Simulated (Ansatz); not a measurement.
**Ti: density, localisation and related maps**

```cif
data_structure
_symmetry_space_group_name_H-M 'P 1'
_symmetry_Int_Tables_number 1
_cell_length_a 4.0600
_cell_length_b 4.0600
_cell_length_c 4.0600
_cell_angle_alpha 90.000
_cell_angle_beta 90.000
_cell_angle_gamma 90.000
_cell_volume 66.92
loop_
_atom_site_label
_atom_site_type_symbol
_atom_site_fract_x
_atom_site_fract_y
_atom_site_fract_z
_atom_site_occupancy
Ti1 Ti 0.00000 0.00000 0.00000 1
Ti2 Ti 0.50000 0.50000 0.00000 1
Ti3 Ti 0.50000 0.00000 0.50000 1
Ti4 Ti 0.00000 0.50000 0.50000 1
```

Space group Fm-3m; computed pressure about 4 GPa in this cell.

Method: Kohn-Sham DFT of a periodic cell, PBE0, Ansatz PAW (Ansatz).

Core electrons are frozen (PAW), and the valence fields are smoothed inside the atomic spheres.

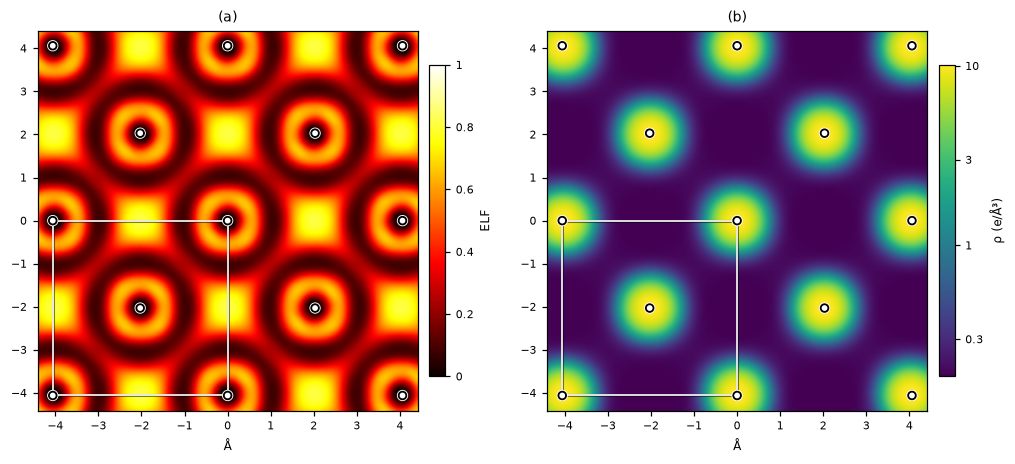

Figure 1. (a) electron localisation function; (b) valence charge density (pseudo) on the (010) plane of the conventional cell. Circles mark the nuclei in the plane (Ti).

What do the fields say about this system?

Atoms in the plane: Ti.
Ti–Ti (2.87 Å): ρ is about 0.21 e/Å³ halfway; the ELF is about 0.25 at the midpoint: no shared electron pair shows on this line.
Between the atoms the lowest density in this plane is 0.19 e/Å³.
The ELF has a maximum of about 0.80 in the space between the atoms, 2.0 Å from six Ti atoms, on no atom or two-centre bond.
The features right at Ti lie inside the PAW spheres, where the map follows smoothed inner orbitals and isn't to be read closely.

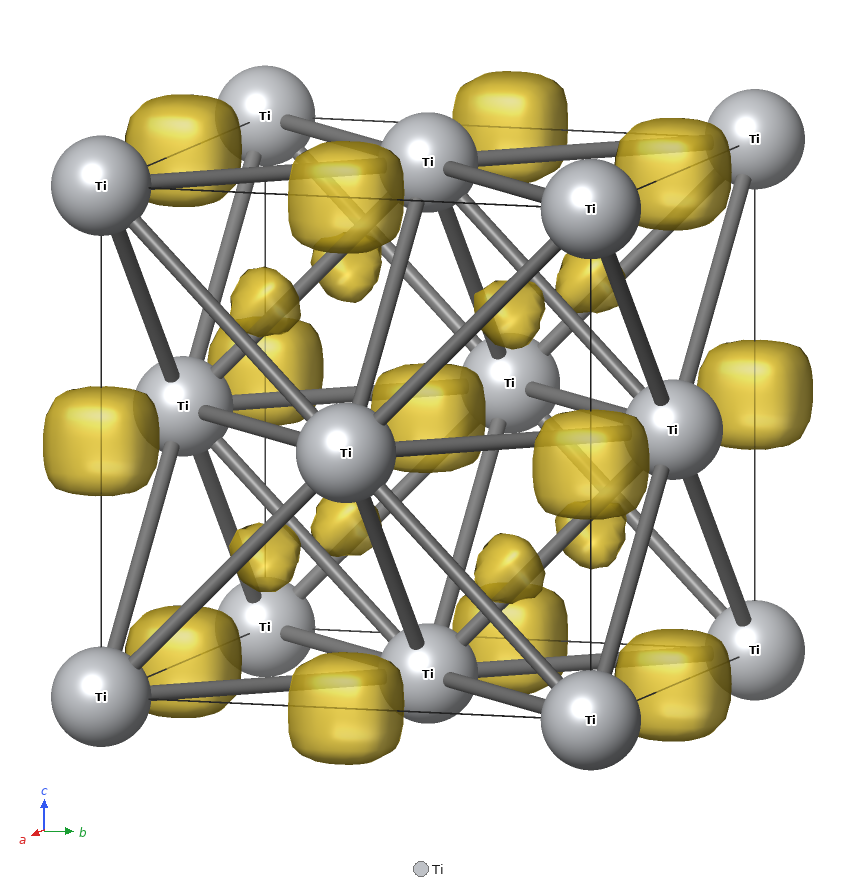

Figure 2. Isosurface of the electron localisation function at 0.65 (yellow), seen slightly off an axis. Only the valence region is drawn (cores and ρ < 0.01 e/Å³ removed). Sticks mark near contacts.

Describe the localisation domains.

At this value the surface marks out twelve pockets between the atoms, centred on no nucleus (multi-centre or interstitial), counted in one cell of 4 atoms. Any copies at cell faces, edges or corners count once. There are no localised bonds or lone pairs at this value.

Does the calculation give a band gap?

It is gapless in this calculation (a metal or semimetal).
